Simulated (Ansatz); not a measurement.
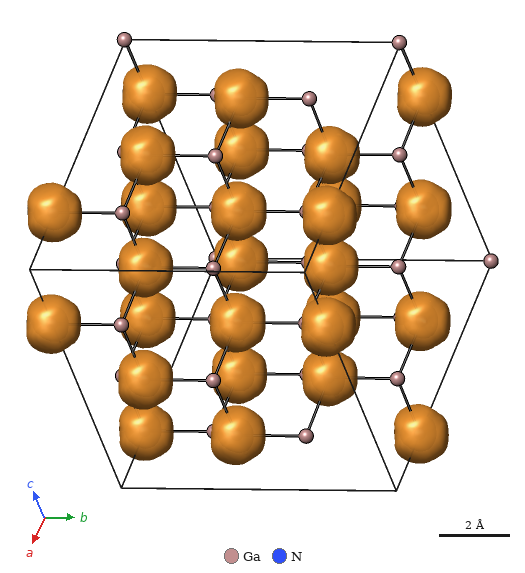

Figure 1: Ga16N15 (cell with a defect). Isosurface of the ELF at 0.75 (orange), seen at an oblique angle. Core shells and regions of very low density are left out. Sticks mark near contacts.

The program warned that a starting moment wasn't kept; spin-polarised, but the moments vanished.

Computed with Ansatz, DFT PBE, scalar-relativistic, plane waves, PAW.

Input

```
crystal:
  lattice:
    - [-4.5484769843, -4.5484769843, 4.5484769843]
    - [4.5484769843, 4.5484769843, 4.5484769843]
    - [-4.5484769843, 4.5484769843, -4.5484769843]
  atoms:
    - { symbol: Ga, position: [0.7615367174, 0.5099435592, 0.7670792314], spin: 0.25 }
    - { symbol: Ga, position: [0.0, 0.5, 0.5] }
    - { symbol: Ga, position: [0.75, 0.75, 0.5] }
    - { symbol: Ga, position: [0.25, 0.5, 0.25] }
    - { symbol: Ga, position: [0.0032739888, 0.7567372685, 0.243396732], spin: 0.25 }
    - { symbol: Ga, position: [0.75, 0.0, 0.25] }
    - { symbol: Ga, position: [0.5, 0.5, 0.0] }
    - { symbol: Ga, position: [0.2422239752, 0.7436879317, -0.0131028974], spin: 0.25 }
    - { symbol: Ga, position: [0.0075476729, 0.0193034386, 0.008054655], spin: 0.25 }
    - { symbol: Ga, position: [0.75, 0.25, 0.0] }
    - { symbol: Ga, position: [0.5, 0.75, 0.75] }
    - { symbol: Ga, position: [0.25, 0.0, 0.75] }
    - { symbol: Ga, position: [0.0, 0.25, 0.75] }
    - { symbol: Ga, position: [0.5, 0.0, 0.5] }
    - { symbol: Ga, position: [0.25, 0.25, 0.5] }
    - { symbol: Ga, position: [0.5, 0.25, 0.25] }
    - { symbol: "N", position: [0.25, 0.75, 0.75] }
    - { symbol: "N", position: [0.0, 0.0, 0.75] }
    - { symbol: "N", position: [0.5, 0.75, 0.5] }
    - { symbol: "N", position: [0.25, 0.0, 0.5] }
    - { symbol: "N", position: [0.0, 0.25, 0.5] }
    - { symbol: "N", position: [0.75, 0.75, 0.25] }
    - { symbol: "N", position: [0.5, 0.0, 0.25] }
    - { symbol: "N", position: [0.25, 0.25, 0.25] }
    - { symbol: "N", position: [0.0, 0.5, 0.25] }
    - { symbol: "N", position: [0.75, 0.0, 0.0] }
    - { symbol: "N", position: [0.5, 0.25, 0.0] }
    - { symbol: "N", position: [0.25, 0.5, 0.0] }
    - { symbol: "N", position: [0.75, 0.25, 0.75] }
    - { symbol: "N", position: [0.5, 0.5, 0.75] }
    - { symbol: "N", position: [0.75, 0.5, 0.5] }
  host:
    lattice:
      - [0.0, 2.2742384922, 2.2742384922]
      - [2.2742384922, 0.0, 2.2742384922]
      - [2.2742384922, 2.2742384922, 0.0]
    atoms:
      - { symbol: Ga, position: [0.0, 0.0, 0.0] }
      - { symbol: "N", position: [0.75, 0.75, 0.75] }
basis:
  ecutwfc: 420
  xc_grid: 2
kpoints:
  mp_grid: { grid: [2, 2, 2], shift: [0.5, 0.5, 0.5] }
hamiltonian:
  xc: pbe
scf:
  occupations: { method: gaussian, width: 0.01 }
output:
  forces: true
  stress: false
  eigenvalues: true
  populations: true
  charged_corrections:
    defect_position: [0.0, 0.75, 0.0]
    epsilon: [[10.9988, 0.0, 0.0], [0.0, 10.9988, 0.0], [0.0, 0.0, 10.9988]]
  write_density: true
  write_potential: true
  elf: true
  volumetric_format: npy
magnetization:
  spin_polarized: true
relax:
  adjacent_minimum: "off"
  f_tol: 0.025
  max_steps: 45
```

Launched as:

```sh
ansatz run input.yaml --threads 4 --pin off --max-ram 10240MiB --backend cpu --events-out ev --progress --plain --runs-dir out
```

The fields are those of the run's last geometry, not of the input's.

### Identify the bonds, lone pairs and shells in this picture.

The ELF exceeds this value in 15 regions wrapped around N (the valence shell of each), counted in one cell of 31 atoms. Any copies at cell faces, edges or corners count once. Profiles from the grid: Ga–N (1.96 Å): the ELF peaks at about 0.85 in the valence shell of N, 0.7 Å from its nucleus, and is about 0.50 at the midpoint.
